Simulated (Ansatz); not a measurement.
System: CdF₂, space group Immm, 3 atoms in the cell, fluorite type, shear (xy) strain −1.1%.

```yaml
crystal:
  lattice:
    - [-0.01536, 2.69418, 2.69418]
    - [2.69418, -0.01536, 2.69418]
    - [2.67882, 2.67882, 0.00000]
  atoms:
    - { symbol: Cd, position: [0.00000, 0.00000, 0.00000] }
    - { symbol: F, position: [0.25064, 0.25064, 0.24936] }
    - { symbol: F, position: [0.74936, 0.74936, 0.75064] }
```

Ansatz 0.2.0; DFT, r2SCAN, plane waves, PAW, no spin polarisation, 8×8×8 k mesh.

Predict the main features of the density of states.

There is a gap; over the k points computed it is 3.79 eV (indirect; the smallest direct gap is 4.28 eV). The upper group of valence states starts about 5.6 eV under the valence-band top (which lies at −1.9 eV on this axis), with a gap beneath it; it holds about 22 electrons a cell. Within the window shown, the tallest peak of the filled states lies 4.4 eV under the valence-band top, at about 12 states per eV and cell.

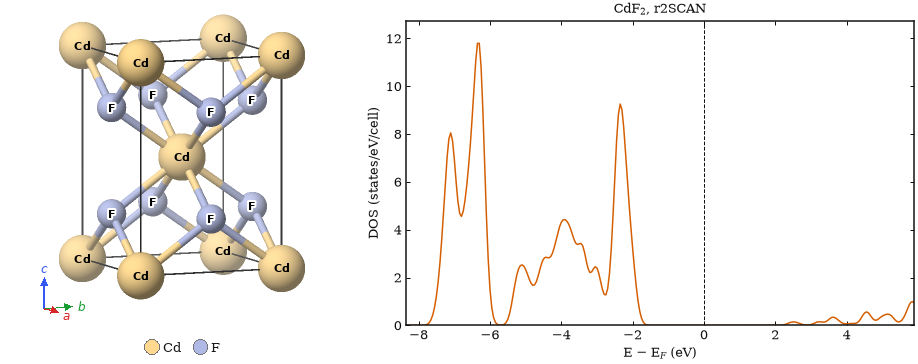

Density of states, beside the structure. Energies are counted from the Fermi level, put mid-gap where there is a gap. The curve is built from the levels of the k mesh with Gaussians 0.3 eV wide, which also blur the band edges.
